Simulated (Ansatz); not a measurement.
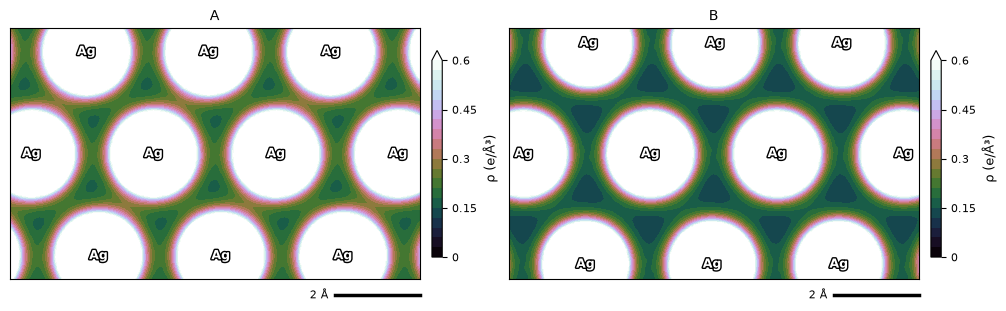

Ag. The valence pseudo-density of two cells that differ in size and shape, on the (010) plane of each (indices in the axes of the calculation cell), at one length scale and on one colour scale; one has 16.2 and the other 19.3 Å³ an atom.

Space group I4/mmm; computed without spin polarisation.

All numbers below come from Ansatz 0.2.0, DFT PBE, scalar-relativistic, plane waves, PAW.

In a PAW calculation such maps are meaningful between the atoms, not at the nuclei.

> Which is the denser cell? Describe the effect of the change.

Panel A is the smaller cell, by 16 % in volume. From the larger cell to the smaller, Ag–Ag goes from 3.00 to 2.74 Å, and the density at its midpoint from 0.18 to 0.27 e/Å³; the pressure goes from −6 to 13 GPa.
